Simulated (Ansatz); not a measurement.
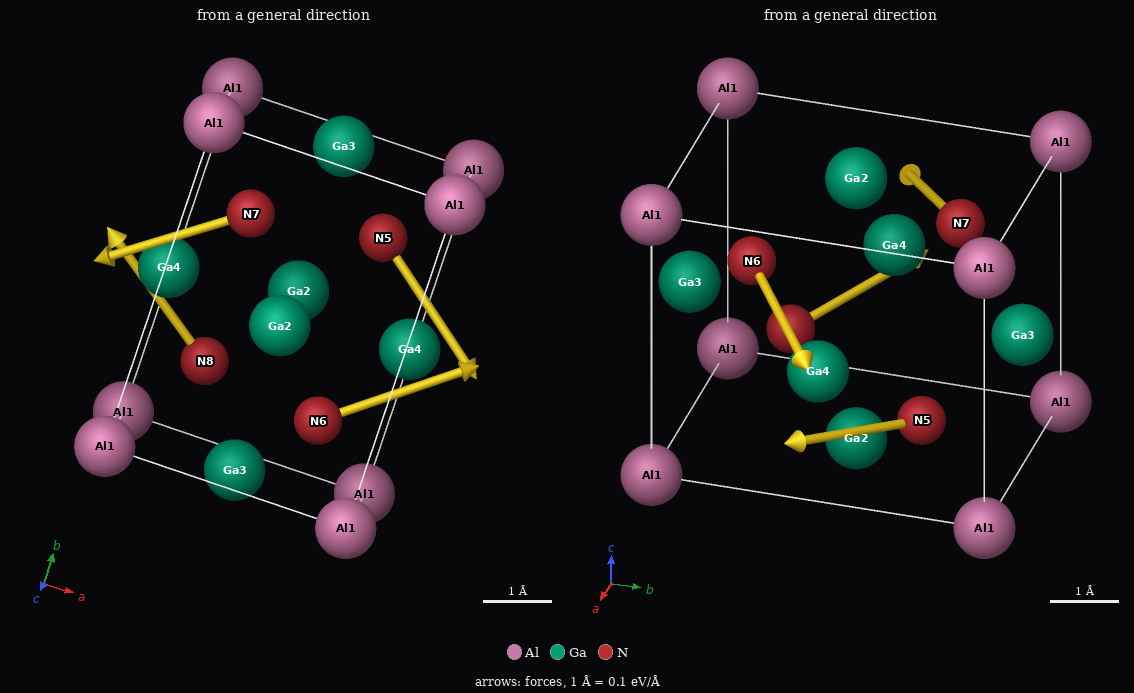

We look at a spheres-only model of the crystal from two general directions. The parallelepiped is the simulation cell. The arrows are the computed forces on the atoms.

System: AlGa₃N₄. The calculation used DFT PBEsol, scalar-relativistic, plane waves, PAW (Ansatz), with plane-wave cutoff 420 eV, a 6×6×6 mesh of k-points, Gaussian smearing of 0.05 eV, no spin polarisation.

Is the structure at a minimum of the energy?

Answer. No. The atoms still feel forces of up to about 0.22 eV/Å, far above a usual threshold of 0.01 to 0.03 eV/Å.

Which atom is furthest from force balance?

Answer. All N atoms, about 0.22 eV/Å.

The initial geometry was a structure listed in the Materials Project. The cell was then strained or its atoms displaced on purpose. A calculation with Ansatz used it as input.
